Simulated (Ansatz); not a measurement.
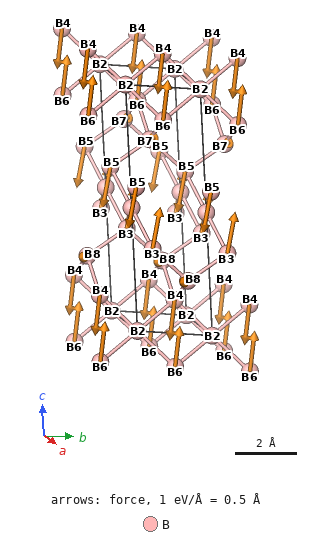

Starting geometry of solid B (a generated structure, set up in C2/c) (coarse preliminary run) with the computed forces as orange arrows. The picture is a ball-and-stick view of the cell of the calculation, seen slightly off an axis.

These are results of Ansatz, DFT PBE, scalar-relativistic, plane waves, PAW, not measurements. Settings: plane-wave cutoff 420 eV; k-point mesh 6 × 6 × 2; occupations gaussian; smearing width 0.1 eV; no spin polarisation; cell and atoms relaxed; force threshold 0.04 eV/Å; at most 70 steps.

Question: What follows when this structure is relaxed?

Answer: It isn't relaxed: the largest force vector, on B atoms, is 2.86 eV/Å. The final displacements follow the starting forces only in part (cosine between the two patterns 0.37). The energy falls by 3.882 eV per cell of the calculation in 8 accepted moves (10 points after the start). The largest force component goes from 2.9 to 0.0023 eV/Å. The pressure goes from 34.28 to 0.06 GPa. At 2 points the geometry stayed and the basis and grid were re-selected for the new cell (energy shift of 81.5 meV per cell of the calculation at most each time). The largest moves relative to the cell, 0.37 Å, are those of B atoms. The drawn cell changes as follows: a = b 2.614 → 2.857 Å (+9.3 %), c 8.235 → 7.943 Å (−3.5 %), α 98.5° → 90.0°, β 98.5° → 90.0°, γ 87.9° → 90.1°; the volume changes by +17.8 %. Among the contacts that change: B–B 2.230 → 1.735 Å, B–B 1.615 → 1.814 Å, B–B 1.669 → 1.814 Å, B–B 1.736 → 1.671 Å. Bond angles that change, for instance: B–B–B 128.7° → 108.6°, B–B–B 99.1° → 117.5°, B–B–B 80.9° → 62.5°. The space group (tolerance 0.01 Å) goes from C2/c (No. 15) to P4_2/mmc (No. 131).

Limits of the set-up: the k-point mesh is coarse for a cell with partly filled bands.
